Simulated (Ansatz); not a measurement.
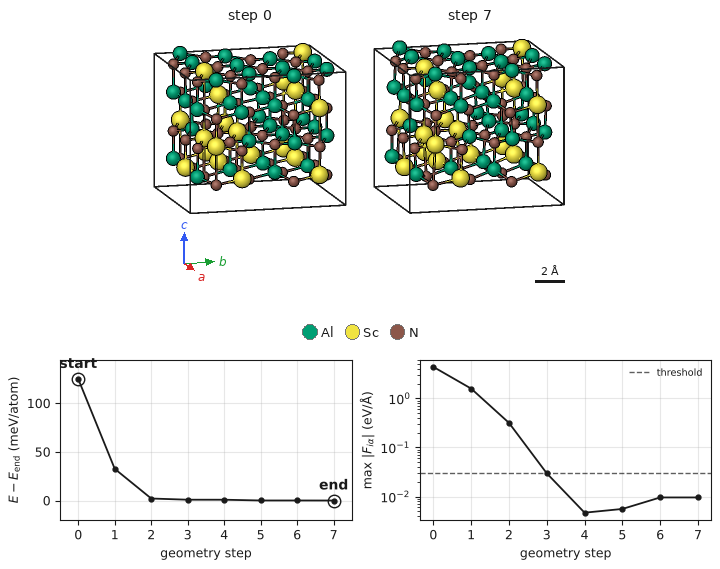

First and last geometry of a relaxation of a crystal of Al₃₃Sc₁₅N₄₈ (a generated structure, set up in P1), with the history of the run. Style: ball-and-stick. Shown: the cell of the calculation, slightly off an axis.

Computed with DFT, PBEsol, PAW, plane waves (Ansatz). (plane-wave cutoff 420 eV; k-point mesh 1 × 1 × 1; mesh shifted by (0.5, 0.5, 0.5); no spin polarisation; cell relaxed at fixed alpha, beta, gamma; force threshold 0.03 eV/Å; at most 80 steps)

**What do the curves and the structures tell?**

It converged. Over 7 geometry steps the energy falls by 125 meV per atom. The largest force component goes from 4.4 to 0.0096 eV/Å. The pressure goes from 3.75 to 0.00 GPa. The atom that moves furthest relative to the cell is an N atom (0.29 Å along [0 3 −2]). Largest moves by element: N 0.29 Å, Al 0.19 Å, Sc 0.17 Å. The drawn cell changes as follows: a 9.879 → 9.740 Å (−1.4 %), b 11.407 → 11.321 Å (−0.8 %), c 9.638 → 9.973 Å (+3.5 %); the volume changes by +1.2 %. Some distances before and after: N–Sc 2.722 → 3.082 Å, Sc–Sc 3.051 → 3.316 Å, N–Sc 2.792 → 3.024 Å, Sc–Sc 3.071 → 3.295 Å. Bond angles that change, for instance: Al–N–Al 100.0° → 114.1°, N–Sc–N 118.2° → 104.6°, Sc–N–Sc 118.3° → 104.9°. The space group stays P1 (No. 1).
